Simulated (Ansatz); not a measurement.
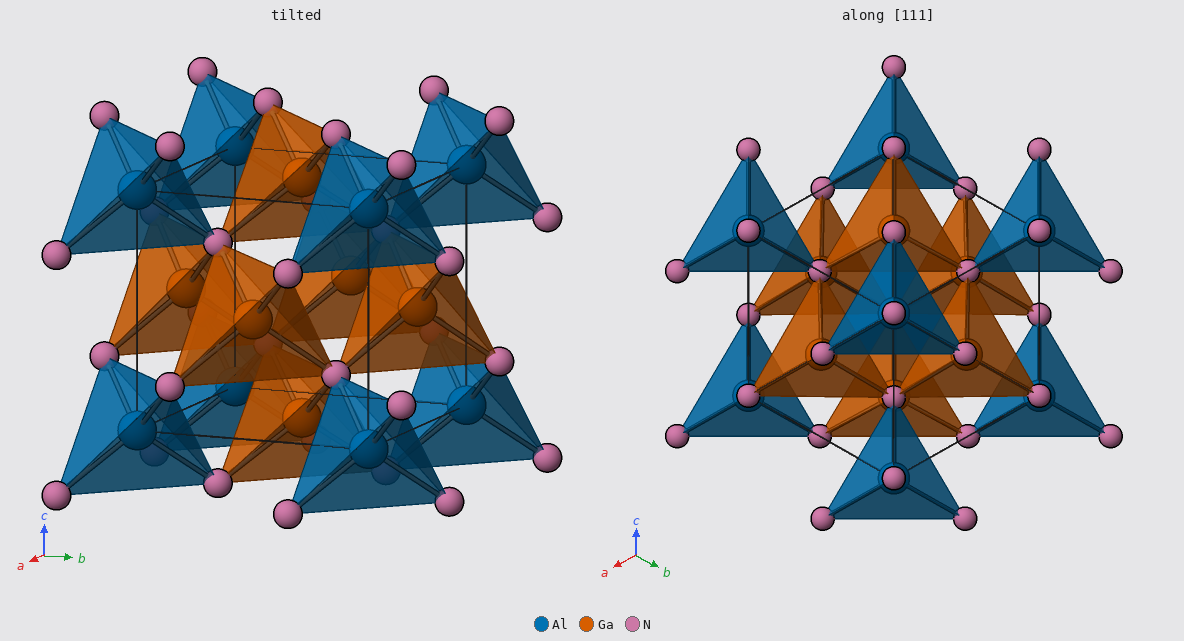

We look at a polyhedral model of the crystal slightly off an axis and along [111]. Thin lines show the conventional unit cell, with boundary atoms drawn in all their periodic places. Some neighbours outside the box are added. Cell: a = 4.356 Å, b = 4.356 Å, c = 4.244 Å, α = 90.00°, β = 90.00°, γ = 90.00°.

The structure is one of AlGa3N4. The structure has P-42m (No. 111) symmetry and a primitive tetragonal lattice. There are 8 atoms in the cell: 1 Al, 3 Ga, 4 N. The polyhedra are AlN4 tetrahedra and GaN4 tetrahedra; they share corners. Al is coordinated by four N in a tetrahedral arrangement at about 1.8 Å. The neighbours of Ga are four N in a tetrahedral arrangement at about 1.9 Å. N bonds to three Ga and one Al in a tetrahedral arrangement (about 1.9 Å to Ga, 1.8 Å to Al). The bonds build a three-dimensional framework.

Origin of the cell: a structure listed in the Materials Project. The cell was then strained or its atoms displaced on purpose. It went into a calculation with Ansatz.

At this level of theory the run's own cell isn't at rest (compressed, at 24 GPa), so its distances can differ from those at equilibrium, the more so the softer the solid.
